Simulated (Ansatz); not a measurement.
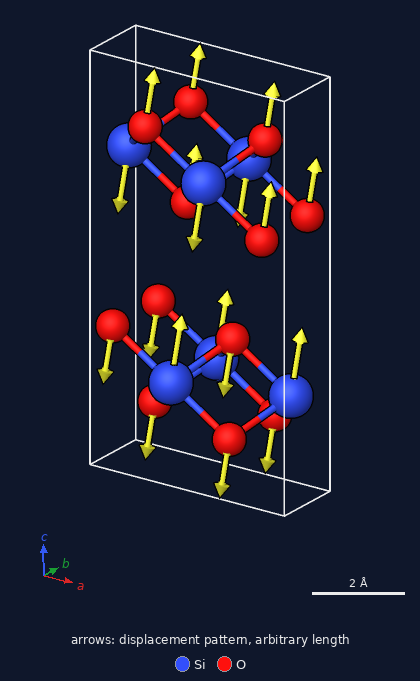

One vibrational mode of crystalline SiO₂ (a generated structure) at the zone centre. Displacements are drawn as yellow arrows; their common scale and sign are arbitrary. A ball-and-stick model of the conventional cell (2 times the calculation's cell), seen slightly off an axis. Lengths and directions refer to the drawn axes.

Level of theory: Ansatz 0.2.0, DFT PBE+D3(BJ), scalar-relativistic, plane waves, PAW.

The input:
```yaml
crystal:
  lattice:
    - [2.6865775896, -0.0005545349, -0.0443976764]
    - [-1.3426982173, 2.3271992856, 0.0322352266]
    - [-1.1875258389, -0.8160335815, 9.1943259799]
  atoms:
    - { symbol: Si, position: [0.8328272303, 0.4164352464, 0.2493186217] }
    - { symbol: Si, position: [0.1671727697, 0.5835647536, 0.7506813783] }
    - { symbol: O, position: [0.4331482054, 0.7164903339, 0.1496076683] }
    - { symbol: O, position: [0.2325400653, 0.1163982571, 0.3490817764] }
    - { symbol: O, position: [0.5668517946, 0.2835096661, 0.8503923317] }
    - { symbol: O, position: [0.7674599347, 0.8836017429, 0.6509182236] }
basis:
  ecutwfc: 420
kpoints:
  mp_grid: { grid: [10, 10, 4] }
hamiltonian:
  xc: pbe
  dispersion: d3bj
scf:
  occupations: { method: fixed }
output:
  eigenvalues: true
phonons:
  method: dfpt
  dielectric: true
  rigid_motions: translations
  eigenvectors: true
```

Launched with:
```bash
ansatz run input.yaml --threads 1 --pin off --max-ram 2560MiB --backend cpu --events-out ev --progress --plain --runs-dir out
```

Frequencies are those without the non-analytic (LO–TO) term.

Q: Give the symmetry, activity and frequency of this mode.

A: This is the A_g mode at 116.9 meV, the highest optical level, Raman-active by symmetry. All motion is along [1 0 3]; atoms of one kind move against one another, with no net shift of any sublattice; the kinetic energy is shared as Si 53 %, O 47 %.
